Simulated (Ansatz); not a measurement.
## Run report: Al$_{2}$Cu, single-point calculation

Al$_{2}$Cu (12 atoms in the cell), computed with DFT r2SCAN, scalar-relativistic, plane waves, PAW, no spin polarisation (Ansatz 0.2.0).

The structure derives from a Materials Project entry. It belongs to a series of runs on one base structure; here: the same crystal in its conventional cell. Figures and captions count atoms from 1; the log counts them from 0 in places.

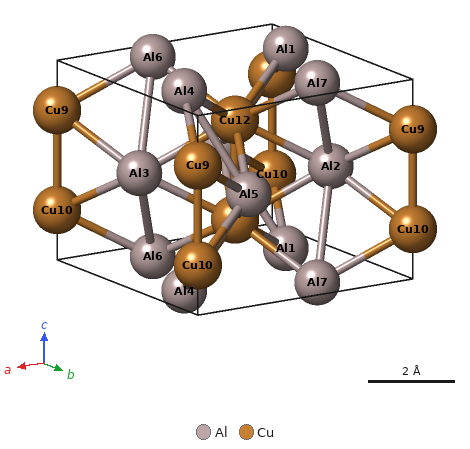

Fig. 1: The structure as given in the input (ball-and-stick view of the cell of the calculation, seen at an oblique angle; atoms are numbered from 1 in the order of the input). An atom can appear more than once, as a periodic image.

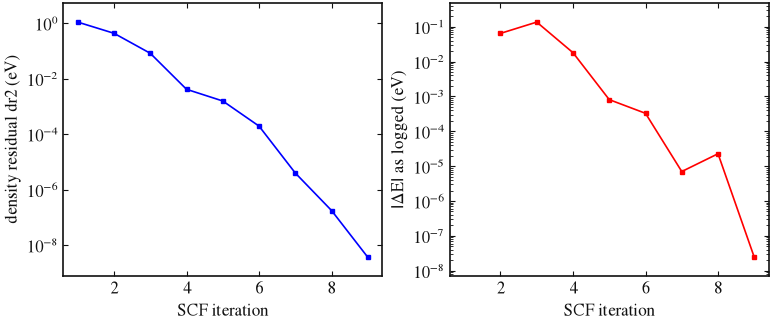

Fig. 2: Convergence of the self-consistent field: density residual dr2 and size of the energy change against the SCF iteration. The residual falls at every step.

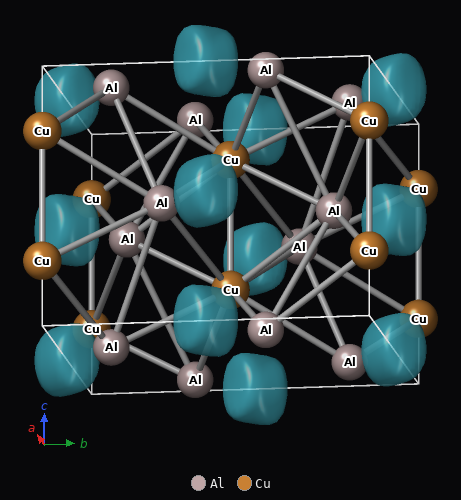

Fig. 3: Isosurface of the electron localisation function at 0.7 (cyan), seen at an oblique angle. Only the valence region is drawn (cores and ρ < 0.01 e/Å³ removed). Sticks mark near contacts. The outline is the cell set on symmetry axes. The ELF exceeds this value in four regions between bonded Al–Al atoms (shared pairs), counted in one cell of 12 atoms. Profiles from the grid: Cu–Cu (2.41 Å): the ELF is about 0.25 at the midpoint (no shared electron pair). Al–Cu (2.55 Å): the ELF peaks at about 0.65 between the atoms. In a PAW calculation such maps are meaningful between the atoms, not at the nuclei.

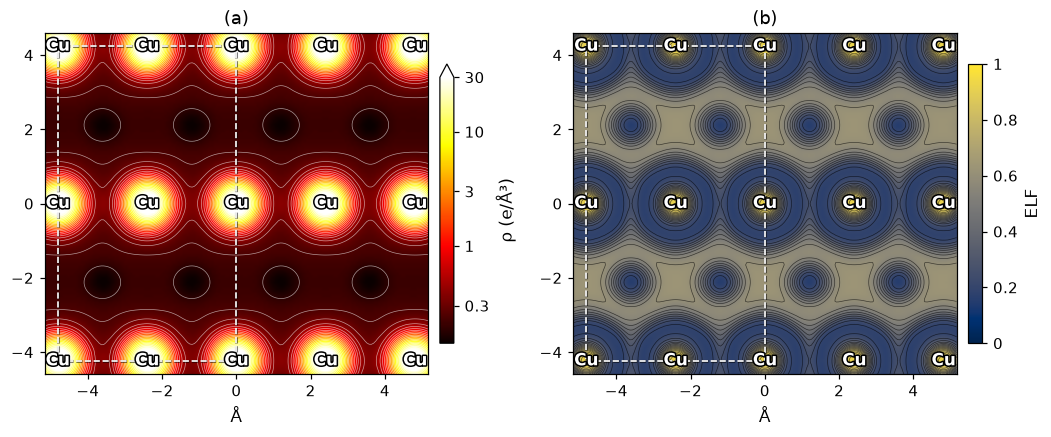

Fig. 4: (a) valence electron density; (b) ELF on the (11̄0) plane of the conventional cell. The section cuts through Cu sites. Cu–Cu (2.41 Å): ρ is about 0.36 e/Å³ halfway; the ELF is about 0.25 at the midpoint; no localised pair between them. Away from the nuclei the density in this plane falls to 0.18 e/Å³ at its lowest. The strong features right at Cu lie inside the PAW spheres (semicore, d or f shells) and say nothing about bonding.

These pictures come from the run below.

Input:
```yaml
crystal:
  lattice:
    - [5.9907795354, 0.0, 0.0]
    - [0.0, 5.9907795354, 0.0]
    - [0.0, 0.0, 4.8121595456]
  atoms:
    - { symbol: Al, position: [0.1594629516, 0.3405370484, 0.0] }
    - { symbol: Al, position: [0.1594629516, 0.6594629516, 0.5] }
    - { symbol: Al, position: [0.8405370484, 0.3405370484, 0.5] }
    - { symbol: Al, position: [0.8405370484, 0.6594629516, 0.0] }
    - { symbol: Al, position: [0.6594629516, 0.8405370484, 0.5] }
    - { symbol: Al, position: [0.6594629516, 0.1594629516, 0.0] }
    - { symbol: Al, position: [0.3405370484, 0.8405370484, 0.0] }
    - { symbol: Al, position: [0.3405370484, 0.1594629516, 0.5] }
    - { symbol: Cu, position: [0.0, 0.0, 0.75] }
    - { symbol: Cu, position: [0.0, 0.0, 0.25] }
    - { symbol: Cu, position: [0.5, 0.5, 0.25] }
    - { symbol: Cu, position: [0.5, 0.5, 0.75] }
basis:
  ecutwfc: 500
kpoints:
  mp_grid: { grid: [6, 6, 8] }
hamiltonian:
  xc: r2scan
scf:
  occupations: { method: gaussian, width: 0.1 }
output:
  forces: true
  stress: true
  eigenvalues: true
  write_density: true
  write_potential: true
  elf: true
  volumetric_format: npy
```

Launch command:
```bash
ansatz run input.yaml --threads 1 --pin off --max-ram 2560MiB --backend cpu --events-out ev --progress --plain --runs-dir out
```

Output:
```
Engine: ansatz 0.2.0, x86_64-unknown-linux-gnu
Pseudopotentials: kind: paw
Pseudopotential: Al, paw, valence charge 3, recommended cutoff 500 eV (meta_gga), Al.paw.azcp
Pseudopotential: Cu, paw, valence charge 19, recommended cutoff 500 eV (meta_gga), Cu.paw.azcp
Functional definition: r2SCAN
  parameter k0 = 0.174
  parameter k1 = 0.065
  parameter a1 = 4.9479
  exchange = r2scan_x(k0 = k0, k1 = k1, a1 = a1)
  correlation = r2scan_c
Crystal: 12 atoms, lattice volume = 172.706 Å³
Basis set: ecut = 500 eV, 4381 PW (Γ), exchange–correlation on 180×180×144 points (64 copies of the dense FFT grid, shifted against one another)
Bands: 62, of which v1, the nominal top of the filled ones, is band 50 counted from 1 (49 counted from 0)
Symmetry: 32 space group operations
Space group: I4/mcm (ITA 140), of the structure as read, at distance tolerance 5.6e-5 Å
k-points: 50 of 288
Non-local potential: Al, projectors of the file, l = 0: 2, l = 1: 2, l = 2: 1
Non-local potential: Cu, projectors of the file, l = 0: 3, l = 1: 2, l = 2: 3, l = 3: 1
PAW form: soft (Blöchl's): semilocal exchange-correlation on the pseudo side does not see the compensation charge
PAW frozen core: Al, regenerated for the run's functional (the file was generated under x = pbe(κ = 0.804, μ = 0.2195149727645171), c = pbe(β = 0.06672455060314922))
PAW frozen core: Cu, regenerated for the run's functional (the file was generated under x = pbe(κ = 0.804, μ = 0.2195149727645171), c = pbe(β = 0.06672455060314922))
PAW one-centre angular grid: Al, 302 points (default); XC on 160 Gauss nodes
PAW one-centre angular grid: Cu, 590 points (default); XC on 160 Gauss nodes
Initial density: superposition of atomic densities (neutral atoms: chi_scale 0, normalization atom), corrected by the library's trained network
Initial wavefunctions: pseudopotential atomic-orbital guess
Functional: x = r2scan, c = r2scan; τ floored in thin density (d = 2e-4 eV/Å³)
SCF iter   1: F=—  HF=-30850.259984 eV  |F-HF|=—  |Δ(HF+E_count)|=         —  Δρ=2.89e-2  dr2=1.09e0  dr2_τ=3.94e-2  ethr=1.77e-3  ⟨swp⟩=6.8  Hψ=12708  notcnv=0  defer=31
preconditioner: auto → Kerker (q_TF=auto, 2.491 Å⁻¹)  [metal: Δε(μ)=0.016 eV  Ē_g=7.902 eV  σ=0.100 eV  W_gap=0.09  n_scr=46 (ndim 8)  ℏωp=23.3 eV  f_vac=0.000  D(μ)=3.18/eV (n_scr^D=18)]
SCF iter   2: F=—  HF=-30850.324463 eV  |F-HF|=—  |Δ(HF+E_count)|=   6.45e-2  Δρ=2.22e-2  dr2=4.30e-1  dr2_τ=5.42e-3  ethr=1.09e-3  ⟨swp⟩=2.1  Hψ=5406  notcnv=0  defer=237
SCF iter   3: F=—  HF=-30850.188218 eV  |F-HF|=—  |Δ(HF+E_count)|=   1.36e-1  Δρ=5.90e-3  dr2=8.18e-2  dr2_τ=1.55e-4  ethr=4.30e-4  ⟨swp⟩=2.0  Hψ=4694  notcnv=0  defer=237
SCF iter   4: F=—  HF=-30850.170265 eV  |F-HF|=—  |Δ(HF+E_count)|=   1.80e-2  Δρ=1.86e-3  dr2=4.12e-3  dr2_τ=3.57e-5  ethr=8.18e-5  ⟨swp⟩=1.2  Hψ=3666  notcnv=0  defer=235
SCF iter   5: F=—  HF=-30850.171076 eV  |F-HF|=—  |Δ(HF+E_count)|=   8.10e-4  Δρ=6.82e-4  dr2=1.56e-3  dr2_τ=3.88e-6  ethr=4.12e-6  ⟨swp⟩=2.0  Hψ=4166  notcnv=0  defer=235
SCF iter   6: F=—  HF=-30850.170748 eV  |F-HF|=—  |Δ(HF+E_count)|=   3.28e-4  Δρ=3.39e-4  dr2=1.94e-4  dr2_τ=3.89e-7  ethr=1.56e-6  ⟨swp⟩=2.4  Hψ=4307  notcnv=0  defer=235
SCF iter   7: F=—  HF=-30850.170755 eV  |F-HF|=—  |Δ(HF+E_count)|=   7.01e-6  Δρ=5.70e-5  dr2=3.95e-6  dr2_τ=2.27e-8  ethr=1.94e-7  ⟨swp⟩=2.3  Hψ=4274  notcnv=0  defer=235
SCF iter   8: F=—  HF=-30850.170732 eV  |F-HF|=—  |Δ(HF+E_count)|=   2.27e-5  Δρ=9.73e-6  dr2=1.76e-7  dr2_τ=7.38e-10  ethr=3.95e-9  ⟨swp⟩=2.3  Hψ=4476  notcnv=0  defer=235
SCF iter   9: F=-30850.170732 eV  HF=-30850.170732 eV  |F-HF|=2.14e-9  |Δ(HF+E_count)|=   2.43e-8  Δρ=1.29e-6  dr2=3.63e-9  dr2_τ=1.31e-11  ethr=1.00e-10  ⟨swp⟩=12.9  Hψ=18060  notcnv=0
SCF 1 converged in 9 iterations: F = -30850.170732 eV  dr2 = 3.63e-9
  greatest PAW one-centre occupation: 1.000 electrons in one spin orbital (limit 2), on the Cu atom at site 11 (counted from 0), in its partial waves of l = 0
SCF converged after 9 iterations
Free energy (F): -30850.170732 eV
Harris-Foulkes:  -30850.170732 eV  (|F-HF|=2.14e-9)
Internal energy: -30850.155653 eV  (E = F + TS)
E sigma→0 (E₀):  -30850.163192 eV
Entropy (-TS):   -0.015080 eV (-1.257 meV/atom)
Fermi energy:    10.855075 eV
--- Per-component energies (eV) ---
  E_band       = -1934.316295
  E_kinetic    = 1387.692027
  E_local      = -24761.483359  (includes V_loc(G=0)·N_el)
  E_nonlocal   = 1631.455073
  E_hartree    = 11235.389384
  E_xc         = -635.686633
  E_vxc        = -761.265799  (∫ρ·V_xc dr)
  E_paw        = -10474.568598  (= ΣΔE_a)
  E_vpaw       = -1950.054513  (= ΣTr[D̂ρ^β])
  E_aug_tail   = 0.000575  (compensation charges beyond the density's cutoff)
  E_vtau       = 48.551466  (kinetic-family band-sum trace: ∫τ·v_τ [+ j·A + Jᵃ·Aᵃ] dr)
  E_ewald      = -9231.268824
  E_core_change = -1.685296  (= ΣΔE_core)
  E_smearing   = -0.015080  (= −TS)
  E_closure    = 0.000000  (closes the sum)
  Σ components = -30850.170732   (vs F -30850.170732, Δ=0.00e0)
--- Forces (eV/Å), atoms counted from 1 ---
  atom   1  Al    -0.01795874     0.01795874    -0.00000000
  atom   2  Al    -0.01795874    -0.01795874     0.00000000
  atom   3  Al     0.01795874     0.01795874    -0.00000000
  atom   4  Al     0.01795874    -0.01795874     0.00000000
  atom   5  Al    -0.01795874     0.01795874    -0.00000000
  atom   6  Al    -0.01795874    -0.01795874     0.00000000
  atom   7  Al     0.01795874     0.01795874    -0.00000000
  atom   8  Al     0.01795874    -0.01795874     0.00000000
  atom   9  Cu     0.00000000     0.00000000    -0.00000000
  atom  10  Cu    -0.00000000     0.00000000     0.00000000
  atom  11  Cu     0.00000000     0.00000000    -0.00000000
  atom  12  Cu    -0.00000000     0.00000000     0.00000000
  max |Σ_I F_I| component: 2.60e-18 eV/Å
--- Stress (GPa, compression-positive) ---
        0.124582       0.000000      -0.000000
        0.000000       0.124582      -0.000000
       -0.000000      -0.000000      -0.016854
  P = ⅓ Tr σ = 0.0774 GPa (0.774 kbar)
--- Band table (eV; the first three rows and the last of 50) ---
  k-point 0: bands = ["-106.9502", "-106.9502", "-106.9395", "-106.9395", "-62.7714", "-62.7714", "-62.7713", "-62.7713", "-62.7642", "-62.7642", "-62.7605", "-62.7605", "-62.7605", "-62.7605", "-62.6501", "-62.6501", "-0.8864", "3.2345", "3.2485", "3.4193", "3.4193", "4.9623", "5.0755", "5.2962", "5.2962", "5.3499", "5.6228", "5.6228", "5.9370", "6.0834", "6.2958", "6.4002", "6.4005", "6.4279", "6.7528", "6.7916", "7.1046", "7.2382", "7.3788", "7.3788", "7.3863", "7.3863", "7.5146", "7.5146", "8.6642", "8.8628", "9.2124", "9.3692", "9.3692", "9.8347", "10.7709", "10.8389", "12.5411", "12.5411", "12.5790", "13.6096", "13.8549", "13.8549", "14.3214", "15.5352", "15.9648", "15.9648"]
  k-point 1: bands = ["-106.9498", "-106.9498", "-106.9399", "-106.9399", "-62.7710", "-62.7710", "-62.7709", "-62.7709", "-62.7609", "-62.7609", "-62.7609", "-62.7609", "-62.7599", "-62.7599", "-62.6544", "-62.6544", "-0.7783", "3.3420", "3.3545", "3.4998", "3.4998", "4.0619", "5.1254", "5.2683", "5.2683", "5.4285", "5.6579", "5.6579", "6.1224", "6.3117", "6.3129", "6.3523", "6.4150", "6.5536", "6.7354", "6.7766", "7.0488", "7.0570", "7.0570", "7.2579", "7.3575", "7.3575", "7.9043", "7.9043", "8.5574", "8.7400", "8.9324", "8.9324", "9.2119", "9.2516", "10.3110", "12.2646", "12.9307", "13.1076", "13.1076", "13.2156", "13.2156", "13.4300", "13.5270", "16.5408", "16.6527", "16.6527"]
  k-point 2: bands = ["-106.9487", "-106.9487", "-106.9411", "-106.9411", "-62.7698", "-62.7698", "-62.7698", "-62.7698", "-62.7621", "-62.7621", "-62.7621", "-62.7621", "-62.7476", "-62.7475", "-62.6668", "-62.6668", "-0.4554", "2.8487", "3.6193", "3.7118", "3.7338", "3.7338", "5.1585", "5.1585", "5.2665", "5.6526", "5.7614", "5.7614", "5.9403", "6.2140", "6.2348", "6.3619", "6.4564", "6.6860", "6.7171", "6.7171", "6.7338", "6.8361", "6.8451", "7.3077", "7.3077", "7.3175", "7.4519", "8.1246", "8.1246", "8.3746", "8.5063", "8.5063", "8.9712", "10.4250", "10.4601", "11.8661", "11.9493", "11.9493", "12.5386", "14.0453", "14.6770", "14.6770", "15.1772", "17.0156", "17.0156", "17.3844"]
  k-point 49: bands = ["-106.9449", "-106.9449", "-106.9449", "-106.9449", "-62.7660", "-62.7660", "-62.7660", "-62.7660", "-62.7659", "-62.7659", "-62.7659", "-62.7659", "-62.7073", "-62.7073", "-62.7073", "-62.7073", "2.8779", "2.8779", "2.8779", "2.8779", "2.8966", "2.8966", "2.8966", "2.8966", "6.2631", "6.2631", "6.2631", "6.2631", "6.3072", "6.3072", "6.3072", "6.3072", "6.3265", "6.3265", "6.3265", "6.3265", "6.5957", "6.5957", "6.5957", "6.5957", "6.7895", "6.7895", "6.7895", "6.7895", "11.2399", "11.2399", "11.2399", "11.2399", "11.4986", "11.4986", "11.4986", "11.4986", "12.6979", "12.6979", "12.6979", "12.6979", "13.4699", "13.4699", "13.4699", "13.4699", "16.5598", "16.5598"]
```

Summary:

| quantity | value |
| --- | --- |
| outcome | converged |
| space group (tolerance 0.01 Å) | I4/mcm (140) |
| electrons treated | 100 |
| free energy | −30850.1707 eV |
| Fermi energy | 10.855 eV |
| gap on the k-point mesh | none (metallic) |
| pressure | 0.08 GPa |
| largest force (length of the vector) | 0.025 eV/Å |
| hardware | 1 thread of Intel Xeon @ 2.50GHz (Skylake/Cascade Lake), 189 GiB of memory available, shared host |
| wall time | 2.3 min |
| peak memory | 0.99 GiB |
